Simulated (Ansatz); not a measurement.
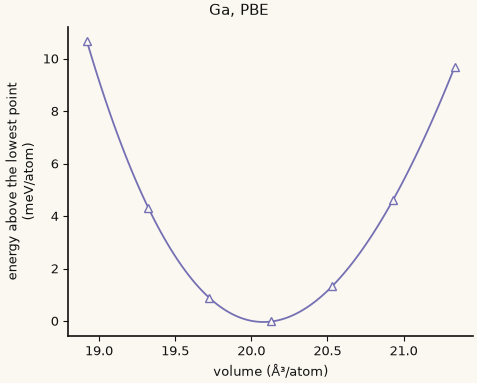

The plot gives the computed energy above the lowest point against volume for Ga, space group Pm-3m (No. 221) (one of a set of cubic test structures, which need not be the stable phase).

Calculation (Ansatz 0.2.0 development build): equation of state of a cubic crystal from periodic Kohn-Sham density functional theory without spin, third-order Birch-Murnaghan fit to the free energies; pressure corrected for the finite basis. Level: PBE.

structure type simple cubic; atoms in cell 1; space group number 221; lattice centring simple cubic; k mesh 20×20×20; occupation method Fermi–Dirac; occupation width 0.06123 eV; wave cutoff 420 eV; datasets soft-1 PAW; density tolerance 1e−07 eV; bands 11; density cutoff ratio 4; search for lower states default.

Question: What equilibrium volume and bulk modulus follow from the curve?

Answer: A third-order Birch–Murnaghan fit gives V0 = 20.08 Å³/atom, B0 = 45.1 GPa and B′ = 5.4.

Note: cubic model structure, not the ambient form; modest k-mesh, values are not fully converged in k.
